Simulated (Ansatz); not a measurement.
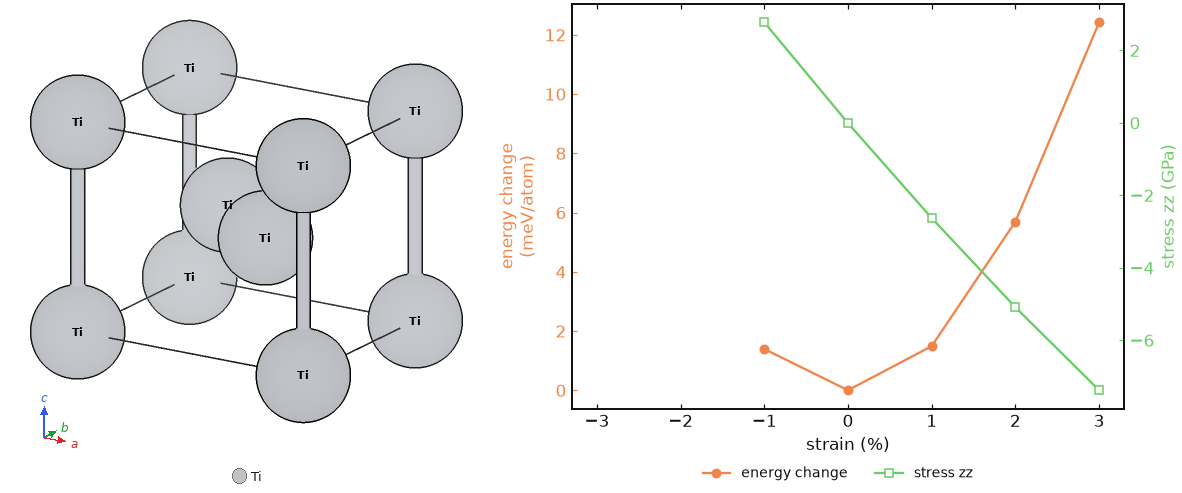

The plot gives the computed energy change and stress zz against strain for Ti, space group P6/mmm (No. 191). The cell is drawn beside the plot.

The given structure:
```
CELL_PARAMETERS angstrom
4.56802 0.00000 0.00000
-2.28401 3.95602 0.00000
0.00000 0.00000 2.82456
ATOMIC_POSITIONS crystal
Ti 0.00000 0.00000 0.00000
Ti 0.33333 0.66667 0.50000
Ti 0.66667 0.33333 0.50000
```

Computed with Ansatz 0.2.0: energy, stress and cell of a relaxed crystal along a series of strains, atoms and what the cell freedom names relaxed within the symmetry; stress is positive in compression; plane waves with PAW datasets, Γ-centred k mesh; energies extrapolated to zero smearing. Level: r2SCAN, no spin polarisation.

```json
{"setting": "wave cutoff", "value": "500 eV"}
{"setting": "k mesh", "value": "12×12×18"}
{"setting": "occupations", "value": "Gaussian"}
{"setting": "smearing width", "value": "0.1 eV"}
{"setting": "strain kind", "value": "stretch along c with a and b held"}
{"setting": "cell freedom", "value": "cell held, only c stretched"}
```

The points at strain −3 % and −2 % are left out of the plot. What values does the calculation give there?

```
strain (%)  energy change (meV/atom)  stress zz (GPa)
        -3                     13.49             8.82
        -2                      5.83             5.71
```

Caveats: lies under the reference phase in this functional.
